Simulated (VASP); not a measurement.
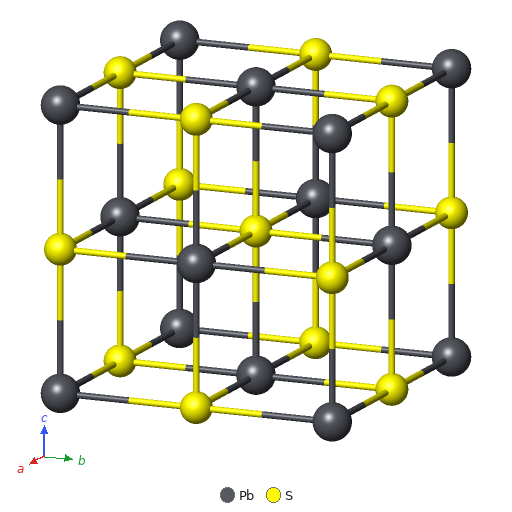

System: PbS, space group Fm-3m (No. 225). The picture shows the conventional cell.

The given structure:
```
Pb S
1.0
     0.00000    2.96575    2.96575
     2.96575    0.00000    2.96575
     2.96575    2.96575    0.00000
Pb S
1 1
Direct
  0.00000 0.00000 0.00000
  0.50000 0.50000 0.50000
```

Calculation (VASP 6.6.1): plane-wave DFT, no spin polarisation; energies at scaled volumes of the given cell, shape and fractions fixed, counted from the fit's minimum, third-order Birch-Murnaghan fit. Level: PBE with D3(BJ).

k mesh 8×8×8; occupations Gaussian; smearing width 0.02 eV; potentials VASP PAW PBE potentials, recommended; wave cutoff 520 eV.

Predict the energy and pressure against volume. The volume takes the values 25.04, 25.56, 26.09, 26.61, 27.13 Å³/atom.

A third-order Birch–Murnaghan fit gives V0 = 26.12 Å³/atom, B0 = 57.4 GPa and B′ = 4.2. The energy is 8.56 meV/atom at volume 25.04 Å³/atom and 6.54 meV/atom at 27.13 Å³/atom; the lowest computed point is at volume 26.09 Å³/atom (0.00 meV/atom), and no other minimum shows. The pressure falls from 2.57 GPa at volume 25.04 Å³/atom to −2.06 GPa at 27.13 Å³/atom, and changes sign near 26.09 Å³/atom.

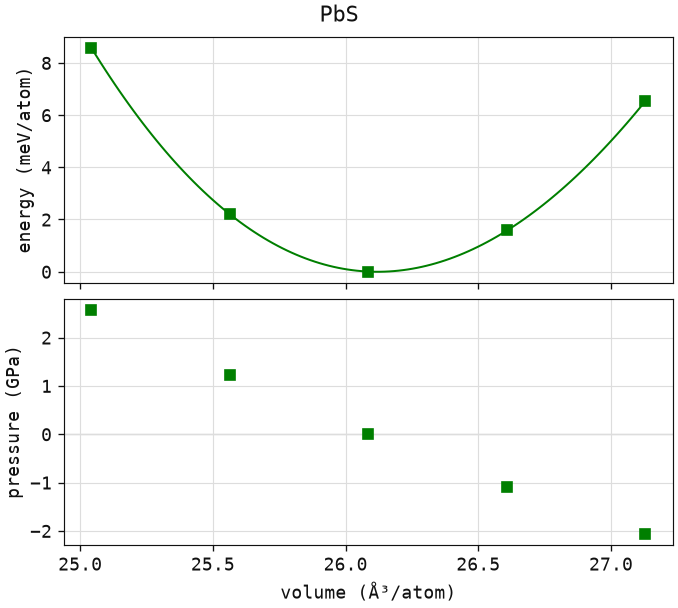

Note: spin-orbit coupling left out, heavy elements.
